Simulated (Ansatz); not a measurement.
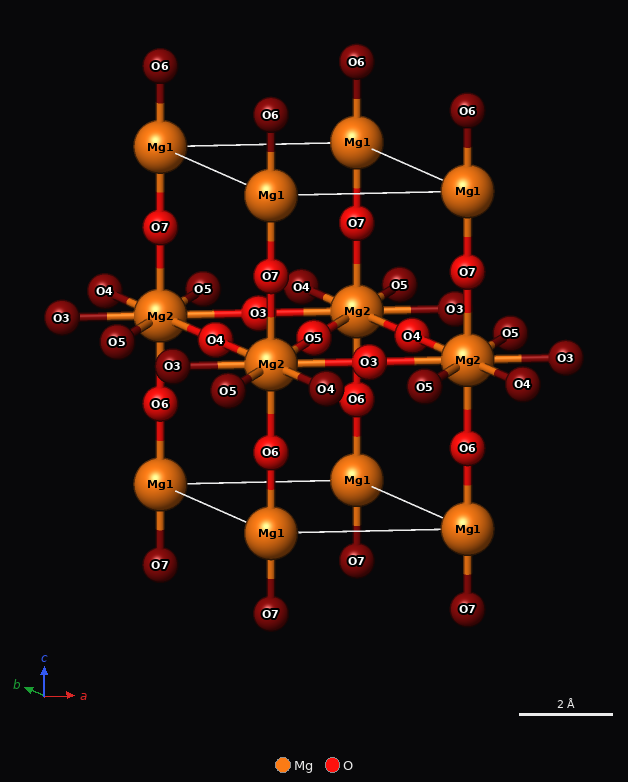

Fig. 1: The structure as given in the input (ball-and-stick view of the cell of the calculation, seen at an oblique angle; neighbours outside the cell are drawn fainter; atoms are numbered from 1 in the order of the input).

**Run report: Mg2O5, geometry relaxation (part 1 of 3)**

The run: geometry relaxation of Mg2O5 (P6/mmm, 7 atoms in the cell). Method and program: DFT PBE, scalar-relativistic, plane waves, PAW, spin-polarised (Ansatz 0.2.0).

The structure was made by a generator, so it may or may not be a known phase. Figures and captions count atoms from 1; the log counts them from 0 in places.

## Input file
```yaml
crystal:
  lattice:
    - [4.2528905683, 0.0, 0.0]
    - [-2.1264452841, 3.6831112716, 0.0]
    - [0.0, 0.0, 7.6364129405]
  atoms:
    - { symbol: Mg, position: [0.0, 0.0, 0.0] }
    - { symbol: Mg, position: [0.0, 0.0, 0.5] }
    - { symbol: O, position: [0.5, 0.0, 0.5], spin: 0.63 }
    - { symbol: O, position: [0.0, 0.5, 0.5], spin: 0.63 }
    - { symbol: O, position: [0.5, 0.5, 0.5], spin: 0.63 }
    - { symbol: O, position: [0.0, 0.0, 0.2388788541], spin: 0.63 }
    - { symbol: O, position: [0.0, 0.0, 0.7611211459], spin: 0.63 }
basis:
  ecutwfc: 420
kpoints:
  mp_grid: { grid: [12, 12, 6] }
hamiltonian:
  xc: pbe
scf:
  occupations: { method: gaussian, width: 0.1 }
output:
  forces: true
  stress: true
  eigenvalues: true
  populations: true
  write_density: true
  write_potential: true
  elf: true
  volumetric_format: npy
magnetization:
  spin_polarized: true
relax:
  adjacent_minimum: "off"
  f_tol: 0.01
  max_steps: 80
  cell: { stress_tol: 0.05 }
```

Run as:
```bash
ansatz run input.yaml --threads 1 --pin off --max-ram 2048MiB --backend cpu --events-out ev --progress --plain --runs-dir out
```

## What the program printed
```
Engine: ansatz 0.2.0, aarch64-unknown-linux-gnu
Pseudopotentials: kind: paw
Pseudopotential: Mg, paw, valence charge 10, recommended cutoff 420 eV (normal), Mg.paw.azcp
Pseudopotential: O, paw, valence charge 6, recommended cutoff 420 eV (normal), O.paw.azcp
Functional definition: PBE
  parameter kappa = 0.804
  parameter beta = 0.06672455060314922
  exchange = pbe_x(kappa = kappa, mu = beta*pi^2/3)
  correlation = pbe_c(beta = beta)
Crystal: 7 atoms, lattice volume = 119.616 Å³
Basis set: ecut = 420 eV, 2335 PW (Γ), exchange–correlation on 60×60×108 points (8 copies of the dense FFT grid, shifted against one another)
Bands: 34, of which v1, the nominal top of the filled ones, is band 25 counted from 1 (24 counted from 0)
Symmetry: 24 space group operations
Space group: P6/mmm (ITA 191), of the structure as read, at distance tolerance 4.9e-5 Å
Magnetic group: BNS 191.233 (UNI 1463), of the structure as read, at distance tolerance 4.9e-5 Å
k-points: 76 of 864
Non-local potential: Mg, projectors of the file, l = 0: 3, l = 1: 2, l = 2: 1
Non-local potential: O, projectors of the file, l = 0: 2, l = 1: 2, l = 2: 1
PAW form: soft (Blöchl's): semilocal exchange-correlation on the pseudo side does not see the compensation charge
PAW one-centre angular grid: Mg, 110 points (default); XC on 64 Gauss nodes
PAW one-centre angular grid: O, 110 points (default); XC on 64 Gauss nodes
Initial density: superposition of atomic densities (chi_scale 0.1, normalization cell, long waves 13 % of neutral atoms (reshape's long-wave potential 1.13 eV rms, cloud 2.07 Å wide))
Starting moments: Σ|m| = 3.15 μB on 5 of 7 sites
Initial wavefunctions: pseudopotential atomic-orbital guess
Functional: x = pbe(κ = 0.804, μ = 0.2195149727645171), c = pbe(β = 0.06672455060314922)
SCF iter   1: F=—  HF=-6681.156064 eV  |F-HF|=—  |Δ(HF+E_count)|=         —  Δρ=8.59e-2 (↑6.47e-2 ↓8.59e-2)  dr2=3.88e1  dr2_m=7.82e-1  M=2.059 μB ∫|m|=2.196 μB  β_m=0.30  ethr=3.10e-3  ⟨swp⟩=7.1  Hψ=23057  notcnv=0  defer=1
preconditioner: auto → none  [metal: Δε(μ)=0.028 eV  Ē_g=11.872 eV  σ=0.100 eV  W_gap=0.16  n_scr=22 (ndim 8)  ℏωp=19.8 eV  f_vac=0.192  D(μ)=2.89/eV (n_scr^D=22)  sad-step TF]
SCF iter   2: F=—  HF=-6675.452969 eV  |F-HF|=—  |Δ(HF+E_count)|=    5.70e0  Δρ=4.52e-2 (↑3.71e-2 ↓4.52e-2)  dr2=1.37e1  dr2_m=3.93e-1  M=2.193 μB ∫|m|=2.366 μB  β_m=0.30  ethr=3.10e-3  ⟨swp⟩=3.0  Hψ=10301  notcnv=0  defer=529
SCF iter   3: F=—  HF=-6678.699914 eV  |F-HF|=—  |Δ(HF+E_count)|=    3.25e0  Δρ=1.45e-1 (↑1.04e-1 ↓1.45e-1)  dr2=1.16e2  dr2_m=1.02e0  M=3.059 μB ∫|m|=3.113 μB  β_m=0.30  ethr=3.10e-3  ⟨swp⟩=3.1  Hψ=11318  notcnv=0  defer=550
SCF iter   4: F=—  HF=-6676.379659 eV  |F-HF|=—  |Δ(HF+E_count)|=    2.32e0  Δρ=6.22e-2 (↑3.92e-2 ↓6.22e-2)  dr2=2.00e1  dr2_m=5.17e-1  M=1.929 μB ∫|m|=2.129 μB  β_m=0.30  ethr=3.10e-3  ⟨swp⟩=3.1  Hψ=10674  notcnv=0  defer=334
SCF iter   5: F=—  HF=-6673.393403 eV  |F-HF|=—  |Δ(HF+E_count)|=    2.99e0  Δρ=2.61e-2 (↑1.56e-2 ↓2.61e-2)  dr2=4.51e0  dr2_m=1.30e-1  M=2.430 μB ∫|m|=2.507 μB  β_m=0.30  ethr=3.10e-3  ⟨swp⟩=2.8  Hψ=11010  notcnv=0  defer=557
SCF iter   6: F=—  HF=-6673.600038 eV  |F-HF|=—  |Δ(HF+E_count)|=   2.07e-1  Δρ=3.63e-2 (↑2.15e-2 ↓3.63e-2)  dr2=7.34e0  dr2_m=1.32e-1  M=2.373 μB ∫|m|=2.459 μB  β_m=0.30  ethr=3.10e-3  ⟨swp⟩=2.1  Hψ=6937  notcnv=0  defer=520
SCF iter   7: F=—  HF=-6673.091871 eV  |F-HF|=—  |Δ(HF+E_count)|=   5.08e-1  Δρ=1.58e-2 (↑1.58e-2 ↓9.06e-3)  dr2=5.22e-1  dr2_m=1.06e-1  M=2.822 μB ∫|m|=2.849 μB  β_m=1.00  ethr=3.10e-3  ⟨swp⟩=1.6  Hψ=4766  notcnv=0  defer=520
SCF iter   8: F=—  HF=-6673.233257 eV  |F-HF|=—  |Δ(HF+E_count)|=   1.41e-1  Δρ=3.70e-2 (↑8.28e-3 ↓3.70e-2)  dr2=2.99e0  dr2_m=4.39e-1  M=3.271 μB ∫|m|=3.312 μB  β_m=0.30  ethr=1.04e-3  ⟨swp⟩=2.1  Hψ=6992  notcnv=0  defer=493
SCF iter   9: F=—  HF=-6673.201229 eV  |F-HF|=—  |Δ(HF+E_count)|=   3.20e-2  Δρ=1.14e-2 (↑5.26e-3 ↓1.14e-2)  dr2=6.04e-1  dr2_m=1.52e-2  M=2.803 μB ∫|m|=2.884 μB  β_m=0.30  ethr=1.04e-3  ⟨swp⟩=2.1  Hψ=5750  notcnv=0  defer=494
SCF iter  10: F=—  HF=-6673.201171 eV  |F-HF|=—  |Δ(HF+E_count)|=   5.77e-5  Δρ=1.05e-2 (↑5.32e-3 ↓1.05e-2)  dr2=5.85e-1  dr2_m=9.09e-3  M=2.822 μB ∫|m|=2.901 μB  β_m=0.30  ethr=1.04e-3  ⟨swp⟩=1.3  Hψ=6452  notcnv=0  defer=485
Mixer restart at iter 10: flushing history
spin-set hold released at iteration 10 (site moments contracting): the magnetisation degrees of freedom join the quasi-Newton model from the next iteration; the mixer history was flushed
SCF iter  11: F=—  HF=-6674.098261 eV  |F-HF|=—  |Δ(HF+E_count)|=   8.97e-1  Δρ=8.31e-2 (↑1.83e-2 ↓8.31e-2)  dr2=2.02e1  dr2_m=1.53e0  M=3.659 μB ∫|m|=3.723 μB  β_m=0.14  ethr=1.04e-3  ⟨swp⟩=2.3  Hψ=7024  notcnv=0  defer=485  recentre
SCF iter  12: F=—  HF=-6673.178395 eV  |F-HF|=—  |Δ(HF+E_count)|=   9.20e-1  Δρ=3.25e-3 (↑3.25e-3 ↓2.28e-3)  dr2=6.02e-3  dr2_m=8.14e-3  M=2.933 μB ∫|m|=3.004 μB  β_m=0.29  ethr=1.04e-3  ⟨swp⟩=2.5  Hψ=7997  notcnv=0  defer=364
SCF iter  13: F=—  HF=-6673.186866 eV  |F-HF|=—  |Δ(HF+E_count)|=   8.47e-3  Δρ=6.31e-3 (↑2.81e-3 ↓6.31e-3)  dr2=5.91e-2  dr2_m=1.94e-2  M=2.989 μB ∫|m|=3.063 μB  β_m=0.21  ethr=1.20e-5  ⟨swp⟩=2.1  Hψ=6781  notcnv=0  defer=364
SCF iter  14: F=—  HF=-6673.188877 eV  |F-HF|=—  |Δ(HF+E_count)|=   2.01e-3  Δρ=1.69e-3 (↑1.69e-3 ↓8.82e-4)  dr2=6.86e-3  dr2_m=7.41e-4  M=2.930 μB ∫|m|=3.020 μB  β_m=0.40  ethr=1.20e-5  ⟨swp⟩=2.0  Hψ=6093  notcnv=0  defer=364
SCF iter  15: F=—  HF=-6673.190129 eV  |F-HF|=—  |Δ(HF+E_count)|=   1.25e-3  Δρ=1.19e-3 (↑4.42e-4 ↓1.19e-3)  dr2=2.29e-3  dr2_m=4.13e-4  M=2.942 μB ∫|m|=3.044 μB  β_m=0.70  ethr=1.20e-5  ⟨swp⟩=2.0  Hψ=5482  notcnv=0  defer=364
SCF iter  16: F=—  HF=-6673.190071 eV  |F-HF|=—  |Δ(HF+E_count)|=   5.75e-5  Δρ=6.22e-4 (↑1.91e-4 ↓6.22e-4)  dr2=4.52e-4  dr2_m=1.49e-4  M=2.929 μB ∫|m|=3.029 μB  β_m=0.85  ethr=4.59e-6  ⟨swp⟩=1.7  Hψ=5765  notcnv=0  defer=364
SCF iter  17: F=—  HF=-6673.190104 eV  |F-HF|=—  |Δ(HF+E_count)|=   3.27e-5  Δρ=1.92e-4 (↑1.08e-4 ↓1.92e-4)  dr2=6.46e-5  dr2_m=1.67e-5  M=2.915 μB ∫|m|=3.016 μB  β_m=0.83  ethr=9.03e-7  ⟨swp⟩=1.5  Hψ=6144  notcnv=0  defer=364
SCF iter  18: F=—  HF=-6673.189819 eV  |F-HF|=—  |Δ(HF+E_count)|=   2.85e-4  Δρ=9.33e-5 (↑3.73e-5 ↓9.33e-5)  dr2=1.16e-5  dr2_m=3.23e-6  M=2.910 μB ∫|m|=3.011 μB  β_m=0.92  ethr=1.29e-7  ⟨swp⟩=3.0  Hψ=9258  notcnv=0  defer=364
SCF iter  19: F=—  HF=-6673.189822 eV  |F-HF|=—  |Δ(HF+E_count)|=   3.21e-6  Δρ=4.84e-5 (↑4.84e-5 ↓4.04e-5)  dr2=7.51e-6  dr2_m=7.77e-7  M=2.907 μB ∫|m|=3.008 μB  β_m=0.90  ethr=2.31e-8  ⟨swp⟩=2.2  Hψ=7104  notcnv=0  defer=364
SCF iter  20: F=—  HF=-6673.189823 eV  |F-HF|=—  |Δ(HF+E_count)|=   1.09e-6  Δρ=6.19e-5 (↑2.73e-5 ↓6.19e-5)  dr2=9.31e-6  dr2_m=6.86e-7  M=2.907 μB ∫|m|=3.007 μB  β_m=0.90  ethr=1.50e-8  ⟨swp⟩=2.0  Hψ=6135  notcnv=0  defer=364
SCF iter  21: F=—  HF=-6673.189822 eV  |F-HF|=—  |Δ(HF+E_count)|=   5.99e-7  Δρ=1.14e-5 (↑5.68e-6 ↓1.14e-5)  dr2=1.56e-7  dr2_m=3.09e-8  M=2.906 μB ∫|m|=3.006 μB  β_m=0.84  ethr=1.50e-8  ⟨swp⟩=2.0  Hψ=5670  notcnv=0  defer=364
SCF iter  22: F=—  HF=-6673.189822 eV  |F-HF|=—  |Δ(HF+E_count)|=   8.87e-8  Δρ=2.70e-5 (↑4.94e-6 ↓2.70e-5)  dr2=2.23e-6  dr2_m=1.67e-7  M=2.906 μB ∫|m|=3.006 μB  β_m=0.84  ethr=2.00e-10  ⟨swp⟩=13.8  Hψ=33866  notcnv=0
iter 23 did not close the SCF: its close was put off until two iterations running show no level that it waits for move by more than its bar (scf_convergence_deferred on its scf_iter line)
SCF iter  23: F=-6673.189822 eV  HF=-6673.189822 eV  |F-HF|=2.13e-8  |Δ(HF+E_count)|=   7.48e-8  Δρ=3.07e-6 (↑9.32e-7 ↓3.07e-6)  dr2=2.40e-8  dr2_m=2.42e-9  M=2.905 μB ∫|m|=3.006 μB  β_m=0.91  ethr=2.00e-10  ⟨swp⟩=5.9  Hψ=27716  notcnv=0
SCF iter  24: F=-6673.189822 eV  HF=-6673.189822 eV  |F-HF|=3.03e-9  |Δ(HF+E_count)|=  3.47e-10  Δρ=1.21e-6 (↑1.76e-7 ↓1.21e-6)  dr2=3.43e-9  dr2_m=3.58e-10  M=2.905 μB ∫|m|=3.006 μB  ethr=4.80e-11  ⟨swp⟩=5.0  Hψ=24512  notcnv=0
SCF 1 converged in 24 iterations: F = -6673.189822 eV  dr2 = 3.43e-9
  greatest PAW one-centre occupation: 1.000 electrons in one spin orbital (limit 2), on the Mg atom at site 0 (counted from 0), in its partial waves of l = 1
relax step   1: F+E_penalty+E_count = -6673.18982227 eV  Δ(F+E_penalty+E_count) = +0.000e0 eV  max|allowed force component| = 1.862e-2 eV/Å  Δτ_max = 0.0000 Å  P = -0.261 GPa  Ω = 119.616 Å³  (24 SCF iters, dr2 threshold 1.00e-7 eV, accepted)
Crystal: 7 atoms, lattice volume = 119.381 Å³
Basis set: ecut = 420 eV, 2311 PW (Γ), exchange–correlation on 60×60×108 points (8 copies of the dense FFT grid, shifted against one another)
Initial density: handed on by an earlier stage of this run
Starting moments: Σ|m| = 3.15 μB on 5 of 7 sites; this step starts from the density that it was given
Initial wavefunctions: those handed on with the density
iter 1 solved again at ethr=6.33e-6 eV; its pass at ethr=3.10e-3 eV (dr2=3.16e-3 eV) is discarded
SCF iter   1: F=—  HF=-6673.191008 eV  |F-HF|=—  |Δ(HF+E_count)|=         —  Δρ=9.64e-4 (↑2.61e-4 ↓9.64e-4)  dr2=3.19e-3  dr2_m=2.00e-4  M=2.893 μB ∫|m|=2.995 μB  β_m=0.30  ethr=6.33e-6  ⟨swp⟩=1.0  Hψ=18335  notcnv=0
preconditioner: auto → none  [metal: Δε(μ)=0.001 eV  Ē_g=11.829 eV  σ=0.100 eV  W_gap=0.01  n_scr=22 (ndim 8)  ℏωp=19.8 eV  f_vac=0.307  D(μ)=6.92/eV (n_scr^D=66)]
SCF iter   2: F=—  HF=-6673.196186 eV  |F-HF|=—  |Δ(HF+E_count)|=   5.18e-3  Δρ=7.16e-3 (↑1.67e-3 ↓7.16e-3)  dr2=1.57e-1  dr2_m=1.07e-2  M=2.970 μB ∫|m|=3.063 μB  β_m=0.17  ethr=6.33e-6  ⟨swp⟩=2.0  Hψ=6384  notcnv=0  recentre
SCF iter   3: F=—  HF=-6673.190890 eV  |F-HF|=—  |Δ(HF+E_count)|=   5.30e-3  Δρ=8.93e-5 (↑6.80e-5 ↓8.93e-5)  dr2=2.01e-5  dr2_m=2.10e-6  M=2.902 μB ∫|m|=3.002 μB  β_m=0.34  ethr=6.33e-6  ⟨swp⟩=2.0  Hψ=6292  notcnv=0
SCF iter   4: F=—  HF=-6673.190884 eV  |F-HF|=—  |Δ(HF+E_count)|=   5.40e-6  Δρ=1.51e-4 (↑1.95e-5 ↓1.51e-4)  dr2=5.32e-5  dr2_m=6.32e-6  M=2.902 μB ∫|m|=3.003 μB  β_m=0.43  ethr=4.03e-8  ⟨swp⟩=2.3  Hψ=8504  notcnv=0
SCF iter   5: F=—  HF=-6673.190883 eV  |F-HF|=—  |Δ(HF+E_count)|=   1.43e-6  Δρ=6.42e-5 (↑1.54e-5 ↓6.42e-5)  dr2=8.31e-6  dr2_m=1.41e-6  M=2.901 μB ∫|m|=3.002 μB  β_m=0.49  ethr=4.03e-8  ⟨swp⟩=1.0  Hψ=5168  notcnv=0
iter 6 did not close the SCF: its close was put off for a magnetic moment that had not settled (scf_convergence_deferred on its scf_iter line)
SCF iter   6: F=-6673.190883 eV  HF=-6673.190883 eV  |F-HF|=7.76e-9  |Δ(HF+E_count)|=   6.39e-8  Δρ=1.59e-5 (↑1.35e-5 ↓1.59e-5)  dr2=8.64e-8  dr2_m=2.23e-7  M=2.900 μB ∫|m|=3.001 μB  β_m=0.58  ethr=4.72e-10  ⟨swp⟩=7.2  Hψ=30787  notcnv=0
iter 7 did not close the SCF: its close was put off for a magnetic moment that had not settled (scf_convergence_deferred on its scf_iter line)
SCF iter   7: F=-6673.190883 eV  HF=-6673.190883 eV  |F-HF|=1.97e-9  |Δ(HF+E_count)|=   1.46e-7  Δρ=7.69e-6 (↑7.69e-6 ↓6.62e-6)  dr2=2.86e-8  dr2_m=4.69e-8  M=2.899 μB ∫|m|=3.000 μB  β_m=0.65  ethr=1.73e-10  ⟨swp⟩=5.8  Hψ=28878  notcnv=0
SCF iter   8: F=-6673.190883 eV  HF=-6673.190883 eV  |F-HF|=1.18e-8  |Δ(HF+E_count)|=   4.03e-8  Δρ=3.92e-6 (↑2.24e-6 ↓3.92e-6)  dr2=2.26e-8  dr2_m=7.38e-9  M=2.899 μB ∫|m|=3.000 μB  ethr=5.72e-11  ⟨swp⟩=5.3  Hψ=27916  notcnv=0
SCF 2 converged in 8 iterations: F = -6673.190883 eV  dr2 = 2.26e-8
relax step   2: F+E_penalty+E_count = -6673.19088280 eV  Δ(F+E_penalty+E_count) = -1.061e-3 eV  max|allowed force component| = 1.125e-2 eV/Å  Δτ_max = 0.0006 Å  P = -0.151 GPa  Ω = 119.381 Å³  energy of the carried Pulay correction = +7.436e-4 eV  (8 SCF iters, dr2 threshold 2.36e-7 eV, accepted)
Crystal: 7 atoms, lattice volume = 119.056 Å³
iter 1 solved again at ethr=1.11e-5 eV; its pass at ethr=3.10e-3 eV (dr2=5.54e-3 eV) is discarded
```
